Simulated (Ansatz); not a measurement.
**CdTe: single-point calculation**

The run: single-point calculation of CdTe (F-43m, 2 atoms in the cell). Method and program: DFT PBE, scalar-relativistic, plane waves, PAW, no spin polarisation (Ansatz 0.2.0).

The structure derives from an entry of the Crystallography Open Database.

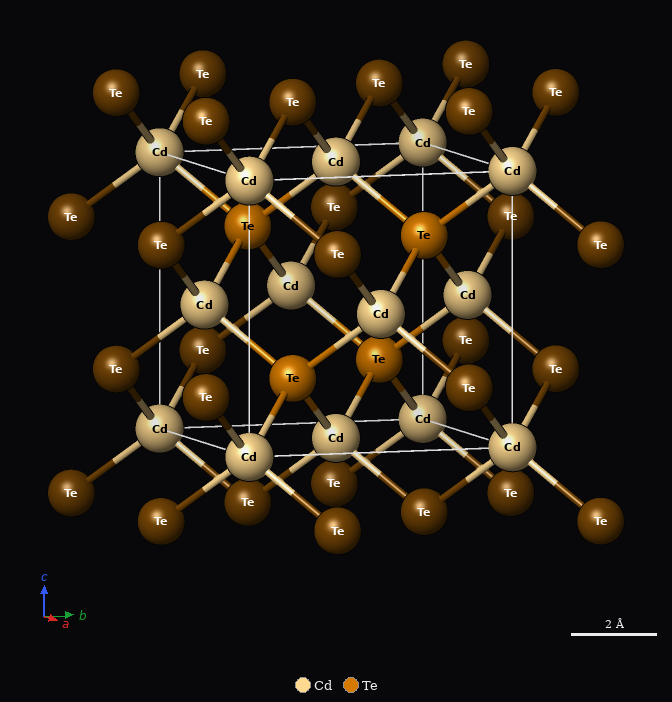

The structure (ball-and-stick view of the cell 4 times as large as that of the calculation, set on its symmetry axes, seen slightly off an axis; neighbours outside the cell are drawn fainter). Near neighbours in the crystal (not all of them lie inside the picture): Cd has 4 Te at 2.87 Å; Te has 4 Cd at 2.87 Å.

**The input**
```yaml
crystal:
  lattice:
    - [0.0, 3.308686635, 3.308686635]
    - [3.308686635, 0.0, 3.308686635]
    - [3.308686635, 3.308686635, 0.0]
  atoms:
    - { symbol: Cd, position: [0.0, 0.0, 0.0] }
    - { symbol: Te, position: [0.25, 0.25, 0.25] }
basis:
  ecutwfc: 420
kpoints:
  mp_grid: { grid: [10, 10, 10] }
  band_path:
    path:
      - [0.0, 0.0, 0.0]
      - [-0.5, -0.5, 0.0]
      - [-0.375, -0.375, 0.25]
      - [-0.375, 0.0, 0.375]
      - [0.0, 0.0, 0.5]
      - [-0.5, -0.25, 0.25]
    npoints: 1
hamiltonian:
  xc: pbe
scf:
  occupations: { method: gaussian, width: 0.02 }
  n_extra_bands: 4
output:
  forces: true
  stress: true
  eigenvalues: true
  write_density: true
  write_potential: true
  elf: true
  volumetric_format: npy
```

Launch command:
```bash
ansatz run input.yaml --threads 1 --pin off --max-ram 2560MiB --backend cpu --events-out ev --progress --plain --runs-dir out
```

**Log**
```
scf.n_extra_bands = 4 over 18 filled bands (N_el = 36.0): the run solves 22 bands
Engine: ansatz 0.2.0, x86_64-unknown-linux-gnu
Pseudopotentials: kind: paw
Pseudopotential: Cd, paw, valence charge 20, recommended cutoff 420 eV (normal), Cd.paw.azcp
Pseudopotential: Te, paw, valence charge 16, recommended cutoff 420 eV (normal), Te.paw.azcp
Functional definition: PBE
  parameter kappa = 0.804
  parameter beta = 0.06672455060314922
  exchange = pbe_x(kappa = kappa, mu = beta*pi^2/3)
  correlation = pbe_c(beta = beta)
Crystal: 2 atoms, lattice volume = 72.443 Å³
Basis set: ecut = 420 eV, 1411 PW (Γ), exchange–correlation on 64×64×64 points (8 copies of the dense FFT grid, shifted against one another)
Bands: 22, of which v1, the nominal top of the filled ones, is band 18 counted from 1 (17 counted from 0)
Symmetry: 24 space group operations
Space group: F-43m (ITA 216), of the structure as read, at distance tolerance 4.2e-5 Å
k-points: 47 of 1000 (time reversal used)
Non-local potential: Cd, projectors of the file, l = 0: 3, l = 1: 2, l = 2: 2, l = 3: 1
Non-local potential: Te, projectors of the file, l = 0: 2, l = 1: 2, l = 2: 2, l = 3: 2
PAW form: soft (Blöchl's): semilocal exchange-correlation on the pseudo side does not see the compensation charge
PAW one-centre angular grid: Cd, 590 points (default); XC on 64 Gauss nodes
PAW one-centre angular grid: Te, 590 points (default); XC on 64 Gauss nodes
Initial density: superposition of atomic densities (neutral atoms: chi_scale 0, normalization atom), corrected by the library's trained network
Initial wavefunctions: pseudopotential atomic-orbital guess
Functional: x = pbe(κ = 0.804, μ = 0.2195149727645171), c = pbe(β = 0.06672455060314922)
SCF iter   1: F=—  HF=-15235.340186 eV  |F-HF|=—  |Δ(HF+E_count)|=         —  Δρ=1.49e-3  dr2=4.12e-3  ethr=1.77e-3  ⟨swp⟩=6.2  Hψ=4928  notcnv=0
preconditioner: auto → none  [insulator: Δε(μ)=0.561 eV  Ē_g=11.165 eV  σ=0.020 eV  W_gap=1.00  n_scr=14 (ndim 8)  ℏωp=18.5 eV  f_vac=0.207  D(μ)=0.00/eV (n_scr^D=0)  ε∞_Penn≈3.7]
SCF iter   2: F=—  HF=-15235.339332 eV  |F-HF|=—  |Δ(HF+E_count)|=   8.54e-4  Δρ=5.49e-4  dr2=2.25e-4  ethr=1.14e-5  ⟨swp⟩=2.8  Hψ=2089  notcnv=0
SCF iter   3: F=—  HF=-15235.339396 eV  |F-HF|=—  |Δ(HF+E_count)|=   6.36e-5  Δρ=1.99e-4  dr2=3.08e-5  ethr=6.24e-7  ⟨swp⟩=3.0  Hψ=1985  notcnv=0
SCF iter   4: F=—  HF=-15235.339421 eV  |F-HF|=—  |Δ(HF+E_count)|=   2.57e-5  Δρ=8.98e-5  dr2=8.44e-6  ethr=8.55e-8  ⟨swp⟩=2.6  Hψ=1722  notcnv=0
SCF iter   5: F=—  HF=-15235.339436 eV  |F-HF|=—  |Δ(HF+E_count)|=   1.53e-5  Δρ=2.51e-5  dr2=5.50e-7  ethr=2.34e-8  ⟨swp⟩=2.0  Hψ=1457  notcnv=0
SCF iter   6: F=-15235.339439 eV  HF=-15235.339439 eV  |F-HF|=4.29e-8  |Δ(HF+E_count)|=   2.22e-6  Δρ=3.24e-6  dr2=9.49e-9  ethr=2.78e-10  ⟨swp⟩=12.0  Hψ=7477  notcnv=0
SCF 1 converged in 6 iterations: F = -15235.339439 eV  dr2 = 9.49e-9
  greatest PAW one-centre occupation: 1.000 electrons in one spin orbital (limit 2), on the Cd atom at site 0 (counted from 0), in its partial waves of l = 0
```

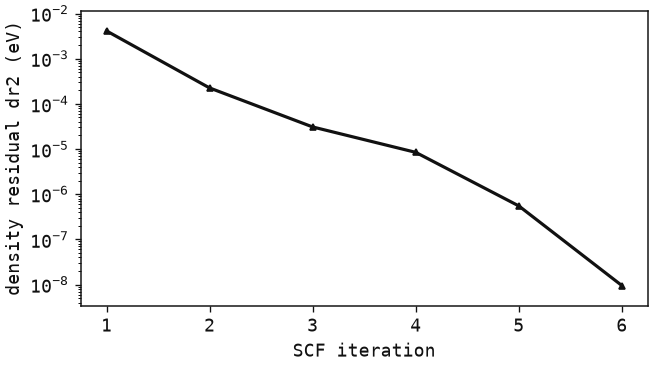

Convergence of the self-consistent field: density residual dr2 against the SCF iteration. The residual falls at every step.

```
NSCF: frozen V_eff on 6 k-points
SCF converged after 6 iterations
Free energy (F): -15235.339439 eV
Harris-Foulkes:  -15235.339439 eV  (|F-HF|=4.29e-8)
Internal energy: -15235.339439 eV  (E = F + TS)
E sigma→0 (E₀):  -15235.339439 eV
Fermi energy:    6.900297 eV
--- Per-component energies (eV) ---
  E_band       = -814.993255
  E_kinetic    = 684.557508
  E_local      = -5554.747603  (includes V_loc(G=0)·N_el)
  E_nonlocal   = -276.748844
  E_hartree    = 2788.911049
  E_xc         = -300.465039
  E_vxc        = -324.994266  (∫ρ·V_xc dr)
  E_paw        = -8746.033681  (= ΣΔE_a)
  E_vpaw       = -920.885177  (= ΣTr[D̂ρ^β])
  E_aug_tail   = -0.000158  (compensation charges beyond the density's cutoff)
  E_ewald      = -3830.812672
  E_smearing   = -0.000000  (= −TS)
  E_closure    = -0.000000  (closes the sum)
  Σ components = -15235.339439   (vs F -15235.339439, Δ=0.00e0)
--- Forces (eV/Å), atoms counted from 1 ---
  atom   1  Cd     0.00000000    -0.00000000    -0.00000000
  atom   2  Te    -0.00000000     0.00000000    -0.00000000
  max |Σ_I F_I| component: 1.48e-16 eV/Å
--- Stress (GPa, compression-positive) ---
        0.014456       0.000000      -0.000000
       -0.000000       0.014456       0.000000
       -0.000000       0.000000       0.014456
  P = ⅓ Tr σ = 0.0145 GPa (0.145 kbar)
--- Band table (eV; the first three rows and the last of 47) ---
  k-point 0: bands = ["-95.3712", "-56.4333", "-56.4333", "-56.4333", "-29.2853", "-29.2853", "-29.2853", "-29.2793", "-29.2793", "-4.2294", "-1.4754", "-1.4754", "-1.4754", "-1.2579", "-1.2579", "6.6065", "6.6065", "6.6065", "7.1933", "11.2603", "11.2603", "11.2603"]
  k-point 1: bands = ["-95.3712", "-56.4333", "-56.4333", "-56.4333", "-29.2853", "-29.2852", "-29.2852", "-29.2793", "-29.2793", "-4.1966", "-1.4694", "-1.4694", "-1.4485", "-1.2584", "-1.2584", "5.7118", "6.5273", "6.5273", "7.9126", "11.1961", "11.3899", "11.3899"]
  k-point 2: bands = ["-95.3712", "-56.4333", "-56.4333", "-56.4333", "-29.2853", "-29.2852", "-29.2852", "-29.2793", "-29.2793", "-4.1105", "-1.4543", "-1.4543", "-1.3626", "-1.2586", "-1.2586", "4.5785", "6.3373", "6.3373", "8.4228", "11.4752", "11.6624", "11.6624"]
  k-point 46: bands = ["-95.3712", "-56.4334", "-56.4333", "-56.4333", "-29.2854", "-29.2851", "-29.2848", "-29.2793", "-29.2791", "-3.7857", "-1.3710", "-1.3655", "-1.2878", "-1.2518", "-0.7782", "2.7042", "4.5654", "4.6904", "10.4561", "10.8639", "12.6233", "13.1779"]
```

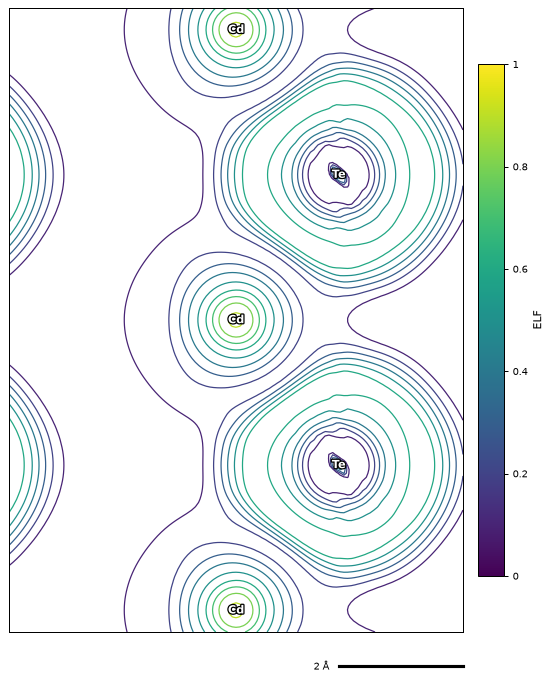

ELF on the (011) plane of the conventional cell. Atoms in the plane: Cd and Te. Cd–Te (2.87 Å): the ELF peaks at about 0.70 in the valence shell of Te, 1.2 Å from its nucleus, and drops to about 0.15 between the two atoms. The strong features right at Cd lie inside the PAW spheres (semicore, d or f shells) and say nothing about bonding. Core electrons are frozen (PAW), so the fields are smoothed inside the atomic spheres.

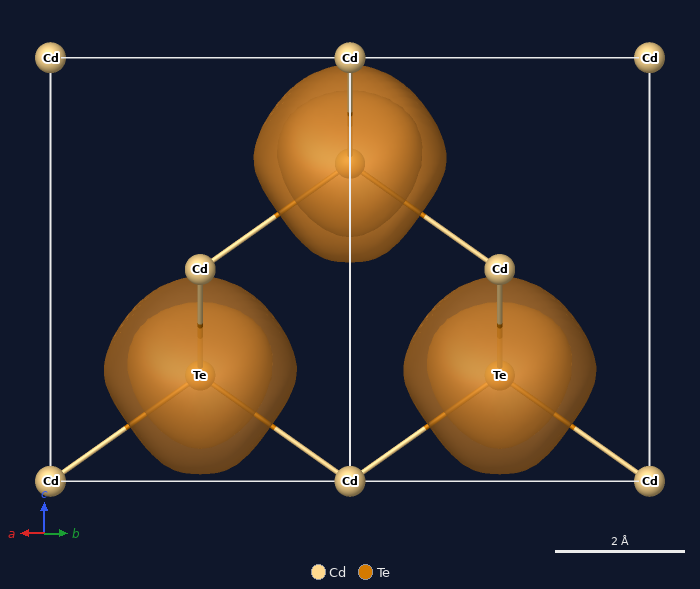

Isosurface of the ELF at 0.6 (orange), seen along [110]. Only the valence region is drawn (cores and ρ < 0.01 e/Å³ removed). Sticks mark near contacts. The outline is the cell set on symmetry axes. Values along the shortest contacts: Cd–Te (2.87 Å): the ELF peaks at about 0.70 in the valence shell of Te, 1.2 Å from its nucleus, and drops to about 0.15 between the two atoms.

**Summary**

```tsv
quantity	value
outcome	converged
space group (tolerance 0.01 Å)	F-43m (216)
electrons treated	36
free energy	−15235.3394 eV
Fermi energy	6.900 eV
gap on the k-point mesh	0.59 eV
gap on the band path	0.59 eV
pressure	0.01 GPa
largest force (length of the vector)	under 0.001 eV/Å
hardware	1 thread of Intel Xeon @ 2.50GHz (Skylake/Cascade Lake), 64 GiB of memory available, shared host
wall time	8.1 s
peak memory	0.44 GiB
```
